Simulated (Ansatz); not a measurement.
System: CaF₂.

Input file:

```
crystal:
  lattice:
    - [0.0, 2.622, 2.622]
    - [2.622, 0.0, 2.622]
    - [2.622, 2.622, 0.0]
  atoms:
    - { symbol: Ca, position: [0.0, 0.0, 0.0] }
    - { symbol: F, position: [0.25, 0.25, 0.25] }
    - { symbol: F, position: [0.75, 0.75, 0.75] }
basis:
  ecutwfc: 500
kpoints:
  mp_grid: { grid: [8, 8, 8] }
hamiltonian:
  xc: r2scan
scf:
  occupations: { method: gaussian, width: 0.05 }
output:
  forces: true
  stress: true
  eigenvalues: true
  write_density: true
  write_potential: true
  elf: true
  volumetric_format: npy
```

Command:

```sh
ansatz run input.yaml --threads 1 --pin off --max-ram 2560MiB --backend cpu --events-out ev --progress --plain --runs-dir out
```

Below, planes, directions and counts refer to the conventional cell (a = 5.24 Å, b = 5.24 Å, c = 5.24 Å, α = 90.00°, β = 90.00°, γ = 90.00°).

Space group Fm-3m; changed on purpose from its base cell (strain -0.040 along x and y, -0.040 along z, atoms carried along); computed pressure about 13 GPa in this cell.

Computed with DFT r2SCAN, scalar-relativistic, plane waves, PAW (Ansatz 0.2.0).

Q: What can the converged valence pseudo-density and electron localisation function tell about the bonding?

A: Ca–F (2.27 Å): the density is about 0.28 e/Å³ at the midpoint; the ELF is about 0.05 at the midpoint: an ionic contact with no shared pair.

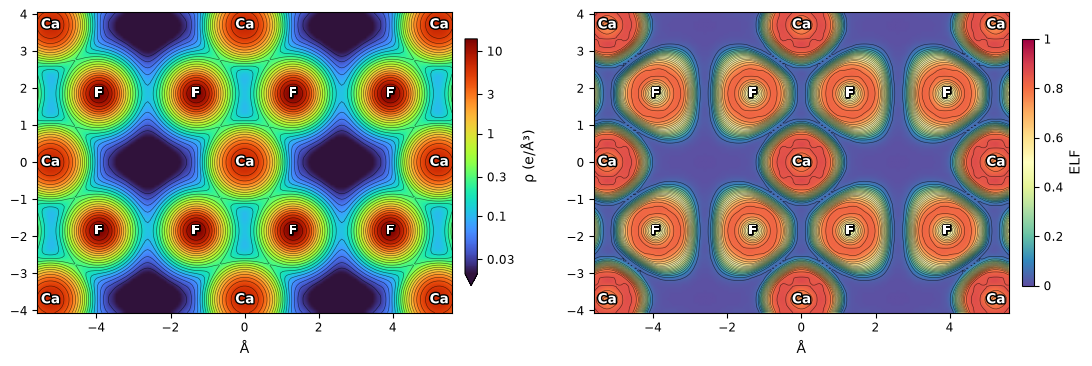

Computed valence pseudo-density and electron localisation function on the (011) plane of the conventional cell, in this order. 
